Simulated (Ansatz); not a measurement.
# Geometry relaxation, with input and output: Li₂NbO₆ (part 1 of 3)

The run: geometry relaxation of Li₂NbO₆ (9 atoms in the cell). Method and program: DFT PBE, scalar-relativistic, plane waves, PAW, spin-polarised (Ansatz 0.2.0).

The structure was made by a generator, so it may or may not be a known phase. Figures and captions count atoms from 1; the log counts them from 0 in places.

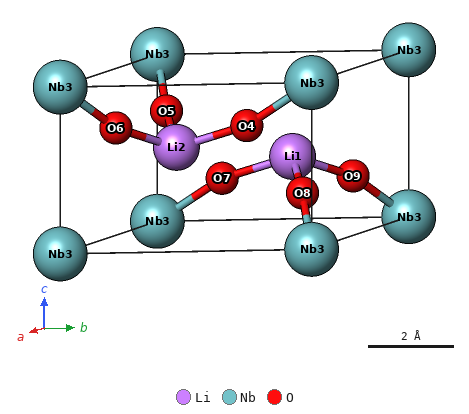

The input geometry (ball-and-stick view of the cell of the calculation, seen slightly off an axis; atoms are numbered from 1 in the order of the input). An atom can appear more than once, as a periodic image. Near neighbours in the periodic cell (some may lie outside the picture): Li has 3 O at 1.90 Å; Nb has 6 O at 1.99 Å; O has 1 Li at 1.90 Å and 1 Nb at 1.99 Å.

## Results in brief

| quantity | value |
| --- | --- |
| outcome | converged |
| space group (tolerance 0.01 Å) | P-3m1 (164) |
| electrons treated | 55 |
| free energy | −8360.9046 eV |
| Fermi energy | 2.341 eV |
| gap on the k-point mesh | none (metallic) |
| net moment of the cell | 5.00 μB |
| integrated absolute moment | 5.47 μB |
| pressure | 0.01 GPa |
| final volume | 123.40 Å³ |
| largest force (length of the vector) at the end | under 0.001 eV/Å |
| final cell | a = 6.041 Å, b = 6.041 Å, c = 3.905 Å, α = 90.00°, β = 90.00°, γ = 120.00° |
| hardware | 1 thread of Intel Xeon @ 2.50GHz (Skylake/Cascade Lake), 189 GiB of memory available, shared host |
| wall time | 8.3 min |
| peak memory | 0.69 GiB |

## Input file
```yaml
crystal:
  lattice:
    - [5.9792234383, 0.0, 0.0]
    - [-2.9896117191, 5.1781593924, 0.0]
    - [0.0, 0.0, 3.9735448457]
  atoms:
    - { symbol: Li, position: [0.3333333333, 0.6666666667, 0.4354307944] }
    - { symbol: Li, position: [0.6666666667, 0.3333333333, 0.5645692056] }
    - { symbol: Nb, position: [0.0, 0.0, 0.0] }
    - { symbol: O, position: [0.8402948938, 0.6805897876, 0.7195940159], spin: 0.83 }
    - { symbol: O, position: [0.3194102124, 0.1597051062, 0.7195940159], spin: 0.83 }
    - { symbol: O, position: [0.8402948938, 0.1597051062, 0.7195940159], spin: 0.83 }
    - { symbol: O, position: [0.1597051062, 0.3194102124, 0.2804059841], spin: 0.83 }
    - { symbol: O, position: [0.6805897876, 0.8402948938, 0.2804059841], spin: 0.83 }
    - { symbol: O, position: [0.1597051062, 0.8402948938, 0.2804059841], spin: 0.83 }
basis:
  ecutwfc: 420
kpoints:
  mp_grid: { grid: [6, 6, 10] }
hamiltonian:
  xc: pbe
scf:
  occupations: { method: gaussian, width: 0.1 }
output:
  forces: true
  stress: true
  eigenvalues: true
  populations: true
  write_density: true
  write_potential: true
  elf: true
  volumetric_format: npy
magnetization:
  spin_polarized: true
relax:
  adjacent_minimum: "off"
  f_tol: 0.01
  max_steps: 80
  cell: { stress_tol: 0.05 }
```

Run as:
```bash
ansatz run input.yaml --threads 1 --pin off --max-ram 2560MiB --backend cpu --events-out ev --progress --plain --runs-dir out
```

## Log
```
Engine: ansatz 0.2.0, x86_64-unknown-linux-gnu
Pseudopotentials: kind: paw
Pseudopotential: Li, paw, valence charge 3, recommended cutoff 420 eV (normal), Li.paw.azcp
Pseudopotential: Nb, paw, valence charge 13, recommended cutoff 420 eV (normal), Nb.paw.azcp
Pseudopotential: O, paw, valence charge 6, recommended cutoff 420 eV (normal), O.paw.azcp
Functional definition: PBE
  parameter kappa = 0.804
  parameter beta = 0.06672455060314922
  exchange = pbe_x(kappa = kappa, mu = beta*pi^2/3)
  correlation = pbe_c(beta = beta)
Crystal: 9 atoms, lattice volume = 123.026 Å³
Basis set: ecut = 420 eV, 2401 PW (Γ), exchange–correlation on 80×80×54 points (8 copies of the dense FFT grid, shifted against one another)
Bands: 39, of which v1, the nominal top of the filled ones, is band 28 counted from 1 (27 counted from 0)
Symmetry: 12 space group operations
Space group: P-3m1 (ITA 164), of the structure as read, at distance tolerance 5.0e-5 Å
Magnetic group: BNS 164.85 (UNI 1315), of the structure as read, at distance tolerance 5.0e-5 Å
k-points: 54 of 360
Non-local potential: Li, projectors of the file, l = 0: 3, l = 1: 2, l = 2: 1
Non-local potential: Nb, projectors of the file, l = 0: 3, l = 1: 2, l = 2: 2, l = 3: 1
Non-local potential: O, projectors of the file, l = 0: 2, l = 1: 2, l = 2: 1
PAW form: soft (Blöchl's): semilocal exchange-correlation on the pseudo side does not see the compensation charge
PAW one-centre angular grid: Li, 110 points (default); XC on 64 Gauss nodes
PAW one-centre angular grid: Nb, 590 points (default); XC on 64 Gauss nodes
PAW one-centre angular grid: O, 110 points (default); XC on 64 Gauss nodes
Initial density: superposition of atomic densities (chi_scale 0.1, normalization cell, long waves kept (reshape's long-wave potential 0.04 eV rms))
Starting moments: Σ|m| = 4.98 μB on 6 of 9 sites
Initial wavefunctions: pseudopotential atomic-orbital guess
Functional: x = pbe(κ = 0.804, μ = 0.2195149727645171), c = pbe(β = 0.06672455060314922)
SCF iter   1: F=—  HF=-8356.275266 eV  |F-HF|=—  |Δ(HF+E_count)|=         —  Δρ=5.12e-2 (↑2.12e-2 ↓5.12e-2)  dr2=4.15e0  dr2_m=4.97e-1  M=4.404 μB ∫|m|=4.736 μB  β_m=0.30  ethr=3.10e-3  ⟨swp⟩=5.9  Hψ=16232  notcnv=0  defer=59
Mixer restart at iter 1: flushing history
preconditioner: auto → Kerker (q_TF=auto, 2.386 Å⁻¹)  [metal: Δε(μ)=0.001 eV  Ē_g=11.594 eV  σ=0.100 eV  W_gap=0.01  n_scr=26 (ndim 8)  ℏωp=22.0 eV  f_vac=0.012  D(μ)=6.55/eV (n_scr^D=56)]
spin=Collinear: Kerker preconditioning applied to the charge; magnetization (m = ρ↑ − ρ↓) channel mixes plain (no charge-response kernel on spin).
SCF iter   2: F=—  HF=-8357.420363 eV  |F-HF|=—  |Δ(HF+E_count)|=    1.15e0  Δρ=3.74e-2 (↑1.77e-2 ↓3.74e-2)  dr2=1.66e0  dr2_m=3.75e-1  M=4.737 μB ∫|m|=5.031 μB  β_m=0.58  ethr=3.10e-3  ⟨swp⟩=1.7  Hψ=5543  notcnv=0  defer=476
SCF iter   3: F=—  HF=-8360.584538 eV  |F-HF|=—  |Δ(HF+E_count)|=    3.16e0  Δρ=1.33e-2 (↑1.05e-2 ↓1.33e-2)  dr2=4.78e-1  dr2_m=6.81e-2  M=5.000 μB ∫|m|=5.348 μB  β_m=0.79  ethr=3.02e-3  ⟨swp⟩=2.2  Hψ=6461  notcnv=0  defer=505
SCF iter   4: F=—  HF=-8360.854739 eV  |F-HF|=—  |Δ(HF+E_count)|=   2.70e-1  Δρ=2.92e-3 (↑2.92e-3 ↓2.90e-3)  dr2=7.00e-2  dr2_m=1.67e-3  M=5.000 μB ∫|m|=5.445 μB  β_m=0.89  ethr=8.68e-4  ⟨swp⟩=2.5  Hψ=7115  notcnv=0  defer=505
SCF iter   5: F=—  HF=-8360.879927 eV  |F-HF|=—  |Δ(HF+E_count)|=         —  Δρ=1.58e-3 (↑1.58e-3 ↓1.45e-3)  dr2=2.00e-2  dr2_m=2.64e-4  M=5.000 μB ∫|m|=5.480 μB  β_m=0.89  ethr=1.27e-4  ⟨swp⟩=2.4  Hψ=6698  notcnv=0  defer=498
Mixer restart at iter 5: flushing history
SCF iter   6: F=—  HF=-8360.888391 eV  |F-HF|=—  |Δ(HF+E_count)|=   8.46e-3  Δρ=8.49e-4 (↑8.16e-4 ↓8.49e-4)  dr2=5.74e-3  dr2_m=1.51e-5  M=5.000 μB ∫|m|=5.473 μB  β_m=0.95  ethr=3.64e-5  ⟨swp⟩=2.2  Hψ=6482  notcnv=0  defer=482
SCF iter   7: F=—  HF=-8360.892243 eV  |F-HF|=—  |Δ(HF+E_count)|=   3.85e-3  Δρ=5.00e-4 (↑5.00e-4 ↓4.35e-4)  dr2=2.20e-3  dr2_m=9.33e-6  M=5.000 μB ∫|m|=5.471 μB  β_m=0.97  ethr=1.04e-5  ⟨swp⟩=2.0  Hψ=6058  notcnv=0  defer=471
SCF iter   8: F=—  HF=-8360.895343 eV  |F-HF|=—  |Δ(HF+E_count)|=   3.10e-3  Δρ=1.38e-4 (↑1.30e-4 ↓1.38e-4)  dr2=2.54e-4  dr2_m=1.20e-6  M=5.000 μB ∫|m|=5.468 μB  β_m=0.99  ethr=4.00e-6  ⟨swp⟩=2.0  Hψ=6263  notcnv=0  defer=467
SCF iter   9: F=—  HF=-8360.895629 eV  |F-HF|=—  |Δ(HF+E_count)|=   2.85e-4  Δρ=4.97e-5 (↑4.05e-5 ↓4.97e-5)  dr2=2.22e-5  dr2_m=1.91e-7  M=5.000 μB ∫|m|=5.468 μB  β_m=0.99  ethr=4.62e-7  ⟨swp⟩=2.0  Hψ=5902  notcnv=0  defer=471
SCF iter  10: F=—  HF=-8360.895623 eV  |F-HF|=—  |Δ(HF+E_count)|=   5.86e-6  Δρ=1.79e-5 (↑1.74e-5 ↓1.79e-5)  dr2=3.77e-6  dr2_m=1.26e-8  M=5.000 μB ∫|m|=5.468 μB  β_m=1.00  ethr=4.03e-8  ⟨swp⟩=2.1  Hψ=5752  notcnv=0  defer=471
SCF iter  11: F=—  HF=-8360.895624 eV  |F-HF|=—  |Δ(HF+E_count)|=   1.09e-6  Δρ=3.79e-6 (↑3.76e-6 ↓3.79e-6)  dr2=1.33e-7  dr2_m=2.67e-9  M=5.000 μB ∫|m|=5.468 μB  β_m=1.00  ethr=6.85e-9  ⟨swp⟩=2.1  Hψ=6005  notcnv=0  defer=471
SCF iter  12: F=-8360.895624 eV  HF=-8360.895624 eV  |F-HF|=6.16e-9  |Δ(HF+E_count)|=   3.83e-8  Δρ=1.01e-6 (↑7.27e-7 ↓1.01e-6)  dr2=4.01e-9  dr2_m=1.97e-10  M=5.000 μB ∫|m|=5.468 μB  ethr=1.82e-10  ⟨swp⟩=12.0  Hψ=27593  notcnv=0
SCF 1 converged in 12 iterations: F = -8360.895624 eV  dr2 = 4.01e-9
  greatest PAW one-centre occupation: 1.000 electrons in one spin orbital (limit 2), on the Li atom at site 1 (counted from 0), in its partial waves of l = 0
relax step   1: F+E_penalty+E_count = -8360.89562419 eV  Δ(F+E_penalty+E_count) = +0.000e0 eV  max|allowed force component| = 2.125e-2 eV/Å  Δτ_max = 0.0000 Å  P = -0.152 GPa  Ω = 123.026 Å³  (12 SCF iters, dr2 threshold 1.00e-7 eV, accepted)
Crystal: 9 atoms, lattice volume = 122.545 Å³
Basis set: ecut = 420 eV, 2383 PW (Γ), exchange–correlation on 80×80×54 points (8 copies of the dense FFT grid, shifted against one another)
Initial density: handed on by an earlier stage of this run
Starting moments: Σ|m| = 4.98 μB on 6 of 9 sites; this step starts from the density that it was given
Initial wavefunctions: those handed on with the density
iter 1 solved again at ethr=1.36e-6 eV; its pass at ethr=3.10e-3 eV (dr2=7.48e-4 eV) is discarded
SCF iter   1: F=—  HF=-8360.901781 eV  |F-HF|=—  |Δ(HF+E_count)|=         —  Δρ=1.22e-3 (↑4.88e-4 ↓1.22e-3)  dr2=7.74e-4  dr2_m=4.82e-4  M=5.000 μB ∫|m|=5.468 μB  β_m=0.65  ethr=1.36e-6  ⟨swp⟩=2.0  Hψ=21314  notcnv=0
preconditioner: auto → none  [metal: Δε(μ)=0.003 eV  Ē_g=12.089 eV  σ=0.100 eV  W_gap=0.02  n_scr=20 (ndim 8)  ℏωp=22.0 eV  f_vac=0.189  D(μ)=2.41/eV (n_scr^D=8)]
SCF iter   2: F=—  HF=-8360.902250 eV  |F-HF|=—  |Δ(HF+E_count)|=   4.69e-4  Δρ=5.48e-4 (↑2.34e-4 ↓5.48e-4)  dr2=1.64e-4  dr2_m=1.13e-4  M=5.000 μB ∫|m|=5.468 μB  β_m=0.59  ethr=1.36e-6  ⟨swp⟩=2.0  Hψ=6495  notcnv=0
SCF iter   3: F=—  HF=-8360.902333 eV  |F-HF|=—  |Δ(HF+E_count)|=   8.37e-5  Δρ=2.75e-4 (↑1.58e-4 ↓2.75e-4)  dr2=1.06e-4  dr2_m=2.98e-5  M=5.000 μB ∫|m|=5.468 μB  β_m=0.57  ethr=2.98e-7  ⟨swp⟩=2.0  Hψ=6542  notcnv=0
SCF iter   4: F=—  HF=-8360.902353 eV  |F-HF|=—  |Δ(HF+E_count)|=   1.99e-5  Δρ=8.48e-5 (↑5.41e-5 ↓8.48e-5)  dr2=2.21e-5  dr2_m=3.24e-6  M=5.000 μB ∫|m|=5.469 μB  β_m=0.50  ethr=1.92e-7  ⟨swp⟩=2.3  Hψ=6529  notcnv=0
SCF iter   5: F=—  HF=-8360.902351 eV  |F-HF|=—  |Δ(HF+E_count)|=   2.56e-6  Δρ=3.96e-5 (↑2.65e-5 ↓3.96e-5)  dr2=3.74e-7  dr2_m=9.88e-7  M=5.000 μB ∫|m|=5.468 μB  β_m=0.72  ethr=4.03e-8  ⟨swp⟩=2.8  Hψ=6740  notcnv=0
SCF iter   6: F=-8360.902351 eV  HF=-8360.902351 eV  |F-HF|=2.60e-8  |Δ(HF+E_count)|=   8.53e-7  Δρ=6.84e-6 (↑3.47e-6 ↓6.84e-6)  dr2=1.52e-8  dr2_m=2.35e-8  M=5.000 μB ∫|m|=5.468 μB  ethr=6.80e-10  ⟨swp⟩=5.5  Hψ=23452  notcnv=0
SCF 2 converged in 6 iterations: F = -8360.902351 eV  dr2 = 1.52e-8
[... from here on the iterations of each SCF are left out, up to the last one ...]
relax step   2: F+E_penalty+E_count = -8360.90235139 eV  Δ(F+E_penalty+E_count) = -6.727e-3 eV  max|allowed force component| = 1.707e-2 eV/Å  Δτ_max = 0.0032 Å  P = +0.065 GPa  Ω = 122.545 Å³  energy of the carried Pulay correction = +1.802e-3 eV  (6 SCF iters, dr2 threshold 9.00e-7 eV, accepted)
Crystal: 9 atoms, lattice volume = 122.772 Å³
Basis set: ecut = 420 eV, 2371 PW (Γ), exchange–correlation on 80×80×54 points (8 copies of the dense FFT grid, shifted against one another)
preconditioner: auto → none  [metal: Δε(μ)=0.021 eV  Ē_g=12.086 eV  σ=0.100 eV  W_gap=0.12  n_scr=20 (ndim 8)  ℏωp=22.0 eV  f_vac=0.191  D(μ)=2.33/eV (n_scr^D=8)]
the search or the solves at the SCF's close seem to have found levels that the self-consistency loop had missed (the run counts 1). By its estimate they hold under 1e-12 electrons; where the run keeps them, the occupations were computed again with them
SCF 3 converged in 7 iterations: F = -8360.903041 eV  dr2 = 1.53e-9
relax step   3: F+E_penalty+E_count = -8360.90304145 eV  Δ(F+E_penalty+E_count) = -6.901e-4 eV  max|allowed force component| = 1.730e-2 eV/Å  Δτ_max = 0.0165 Å  P = +0.027 GPa  Ω = 122.772 Å³  energy of the carried Pulay correction = +9.494e-4 eV  (7 SCF iters, dr2 threshold 8.10e-8 eV, accepted)
Crystal: 9 atoms, lattice volume = 123.246 Å³
Basis set: ecut = 420 eV, 2395 PW (Γ), exchange–correlation on 80×80×54 points (8 copies of the dense FFT grid, shifted against one another)
preconditioner: auto → none  [metal: Δε(μ)=0.030 eV  Ē_g=12.080 eV  σ=0.100 eV  W_gap=0.17  n_scr=20 (ndim 8)  ℏωp=21.9 eV  f_vac=0.195  D(μ)=2.30/eV (n_scr^D=8)]
the search or the solves at the SCF's close seem to have found levels that the self-consistency loop had missed (the run counts 1). By its estimate they hold under 1e-12 electrons; where the run keeps them, the occupations were computed again with them
SCF 4 converged in 7 iterations: F = -8360.901757 eV  dr2 = 9.23e-10
relax step   4: F+E_penalty+E_count = -8360.90175740 eV  Δ(F+E_penalty+E_count) = +1.284e-3 eV  max|allowed force component| = 7.325e-3 eV/Å  Δτ_max = 0.0227 Å  P = -0.026 GPa  Ω = 123.246 Å³  energy of the carried Pulay correction = -8.199e-4 eV  (7 SCF iters, dr2 threshold 1.87e-8 eV, accepted)
Basis set: ecut = 420 eV, 2395 PW (Γ), exchange–correlation on 90×90×54 points (8 copies of the dense FFT grid, shifted against one another)
Initial wavefunctions: pseudopotential atomic-orbital guess (no wavefunctions were taken with the density)
preconditioner: auto → none  [metal: Δε(μ)=0.030 eV  Ē_g=12.076 eV  σ=0.100 eV  W_gap=0.17  n_scr=20 (ndim 8)  ℏωp=21.9 eV  f_vac=0.193  D(μ)=2.30/eV (n_scr^D=8)]
SCF 5 converged in 7 iterations: F = -8360.904374 eV  dr2 = 1.07e-12
relax step   5: F+E_penalty+E_count = -8360.90437361 eV  Δ(F+E_penalty+E_count) = -2.616e-3 eV  max|allowed force component| = 7.438e-3 eV/Å  Δτ_max = 0.0000 Å  P = +0.006 GPa  Ω = 123.246 Å³  stress off target by 1.16e-1 GPa  SCF on the basis re-selected at this cell (its energy is not comparable with the rows above)  (7 SCF iters)
basis re-selected at this cell: Δ(F+E_penalty+E_count) = -2.616e-3 eV, ΔP = +0.032 GPa vs the last step (what re-selecting the basis moved, of the pressure what is left beyond the Pulay correction that the steps carried, after the strain that the cell walked since its last selection, with what the two solves' SCF thresholds leave and, on support functions, any second-order correction that the steps lacked; it is no measure of the basis error at this ecutwfc). The dense FFT grid was sized anew with the basis: this SCF ran on 45×45×27 points, the steps before it on 40×40×27, so part of this shift can come from that change (see relax.cell in the input reference). This SCF's stress stands 1.16e-1 GPa from its target on what of the cell is left free (relax.cell.stress_tol is 5.00e-2 GPa) and its largest allowed force component is 7.44e-3 eV/Å (relax.f_tol is 1.00e-2 eV/Å): not within both, so this SCF does not close the relaxation
Crystal: 9 atoms, lattice volume = 123.312 Å³
Basis set: ecut = 420 eV, 2383 PW (Γ), exchange–correlation on 90×90×54 points (8 copies of the dense FFT grid, shifted against one another)
preconditioner: auto → none  [metal: Δε(μ)=0.025 eV  Ē_g=12.071 eV  σ=0.100 eV  W_gap=0.14  n_scr=20 (ndim 8)  ℏωp=21.9 eV  f_vac=0.194  D(μ)=2.26/eV (n_scr^D=8)]
SCF 6 converged in 7 iterations: F = -8360.904180 eV  dr2 = 6.62e-10
relax step   6: F+E_penalty+E_count = -8360.90417979 eV  Δ(F+E_penalty+E_count) = +1.938e-4 eV  max|allowed force component| = 3.235e-2 eV/Å  Δτ_max = 0.0120 Å  P = -0.118 GPa  Ω = 123.312 Å³  energy of the carried Pulay correction = -3.444e-4 eV  (7 SCF iters, dr2 threshold 3.38e-8 eV, accepted)
Crystal: 9 atoms, lattice volume = 123.362 Å³
preconditioner: auto → none  [metal: Δε(μ)=0.018 eV  Ē_g=12.075 eV  σ=0.100 eV  W_gap=0.10  n_scr=20 (ndim 8)  ℏωp=21.9 eV  f_vac=0.195  D(μ)=2.24/eV (n_scr^D=8)]
SCF 7 converged in 6 iterations: F = -8360.904131 eV  dr2 = 5.07e-9
relax step   7: F+E_penalty+E_count = -8360.90413139 eV  Δ(F+E_penalty+E_count) = +4.840e-5 eV  max|allowed force component| = 6.120e-3 eV/Å  Δτ_max = 0.0042 Å  P = +0.045 GPa  Ω = 123.362 Å³  energy of the carried Pulay correction = -5.360e-4 eV  (6 SCF iters, dr2 threshold 6.54e-8 eV, accepted)
Crystal: 9 atoms, lattice volume = 123.402 Å³
preconditioner: auto → none  [metal: Δε(μ)=0.021 eV  Ē_g=12.074 eV  σ=0.100 eV  W_gap=0.12  n_scr=20 (ndim 8)  ℏωp=21.9 eV  f_vac=0.195  D(μ)=2.25/eV (n_scr^D=8)]
SCF 8 converged in 6 iterations: F = -8360.904002 eV  dr2 = 3.52e-11
relax step   8: F+E_penalty+E_count = -8360.90400170 eV  Δ(F+E_penalty+E_count) = +1.297e-4 eV  max|allowed force component| = 3.013e-4 eV/Å  Δτ_max = 0.0005 Å  P = +0.005 GPa  Ω = 123.402 Å³  energy of the carried Pulay correction = -6.779e-4 eV  (6 SCF iters, dr2 threshold 6.75e-9 eV, accepted)
iter 1 solved again at ethr=2.46e-7 eV; its pass at ethr=3.10e-3 eV (dr2=1.35e-4 eV) is discarded
SCF iter   1: F=—  HF=-8360.904409 eV  |F-HF|=—  |Δ(HF+E_count)|=         —  Δρ=3.22e-5 (↑3.22e-5 ↓2.15e-5)  dr2=1.89e-7  dr2_m=4.92e-8  M=5.000 μB ∫|m|=5.468 μB  β_m=0.65  ethr=2.46e-7  ⟨swp⟩=3.0  Hψ=27788  notcnv=0
SCF iter   2: F=—  HF=-8360.904569 eV  |F-HF|=—  |Δ(HF+E_count)|=   1.60e-4  Δρ=1.26e-5 (↑1.26e-5 ↓9.63e-6)  dr2=2.73e-7  dr2_m=6.25e-9  M=5.000 μB ∫|m|=5.468 μB  β_m=0.30  ethr=3.44e-10  ⟨swp⟩=2.1  Hψ=7198  notcnv=0
SCF iter   3: F=—  HF=-8360.904560 eV  |F-HF|=—  |Δ(HF+E_count)|=   9.01e-6  Δρ=1.33e-5 (↑1.33e-5 ↓8.80e-6)  dr2=2.15e-8  dr2_m=8.71e-9  M=5.000 μB ∫|m|=5.468 μB  β_m=0.42  ethr=3.44e-10  ⟨swp⟩=2.7  Hψ=6946  notcnv=0
SCF iter   4: F=—  HF=-8360.904591 eV  |F-HF|=—  |Δ(HF+E_count)|=   3.16e-5  Δρ=1.29e-6 (↑1.29e-6 ↓8.76e-7)  dr2=5.40e-10  dr2_m=1.35e-10  M=5.000 μB ∫|m|=5.468 μB  β_m=0.42  ethr=3.91e-11  ⟨swp⟩=2.0  Hψ=7102  notcnv=0
SCF iter   5: F=—  HF=-8360.904592 eV  |F-HF|=—  |Δ(HF+E_count)|=   9.36e-7  Δρ=1.93e-7 (↑1.88e-7 ↓1.93e-7)  dr2=4.83e-11  dr2_m=1.39e-11  M=5.000 μB ∫|m|=5.468 μB  β_m=0.69  ethr=1.00e-12  ⟨swp⟩=2.3  Hψ=7152  notcnv=0
SCF iter   6: F=-8360.904592 eV  HF=-8360.904592 eV  |F-HF|=1.42e-10  |Δ(HF+E_count)|=  9.80e-10  Δρ=4.29e-8 (↑3.44e-8 ↓4.29e-8)  dr2=3.57e-12  dr2_m=6.64e-13  M=5.000 μB ∫|m|=5.468 μB  ethr=1.00e-12  ⟨swp⟩=4.1  Hψ=17693  notcnv=0
SCF 9 converged in 6 iterations: F = -8360.904592 eV  dr2 = 3.57e-12
relax step   9: F+E_penalty+E_count = -8360.90459224 eV  Δ(F+E_penalty+E_count) = -5.905e-4 eV  max|allowed force component| = 2.865e-4 eV/Å  Δτ_max = 0.0000 Å  P = +0.008 GPa  Ω = 123.402 Å³  stress off target by 1.90e-2 GPa  SCF on the basis re-selected at this cell (its energy is not comparable with the rows above)  (6 SCF iters)
```

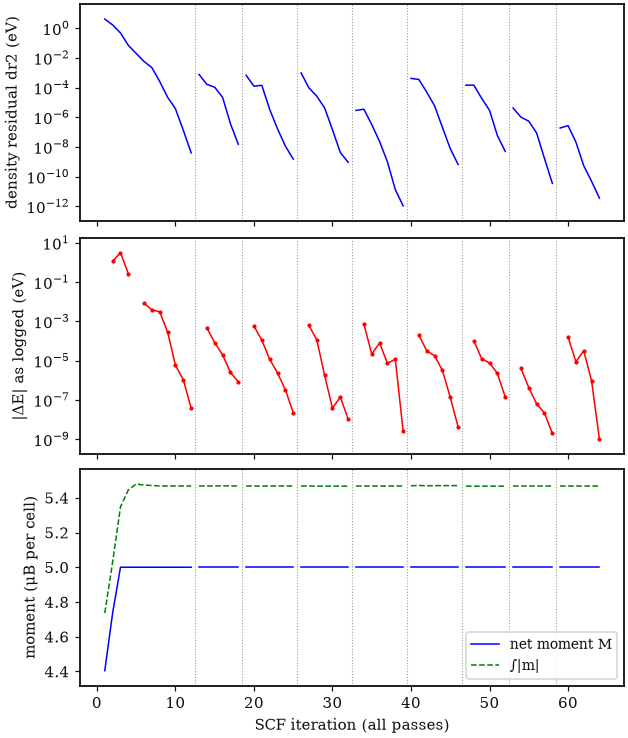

Convergence of the self-consistent field: density residual dr2, size of the energy change and magnetic moment against the SCF iteration. The dotted lines part the SCF passes of the relaxation: geometry steps, rejected trials and re-solves on a re-selected basis. The 9 passes take 6 to 12 iterations each, 64 in all. The net moment goes from 4.4 to 5.0 μB per cell.

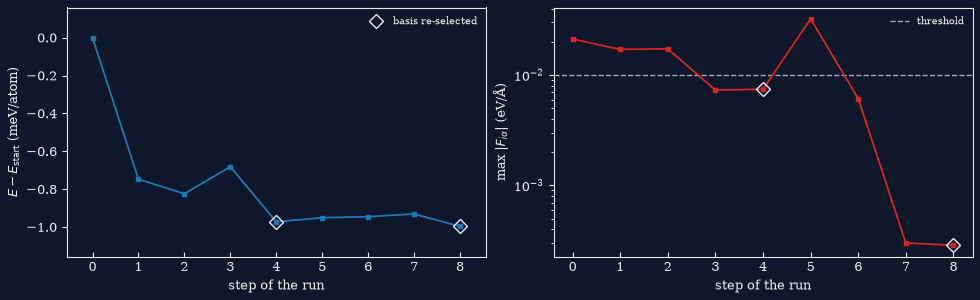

Progress of the relaxation, step by step (the first geometry is step 0 here and step 1 in the log).
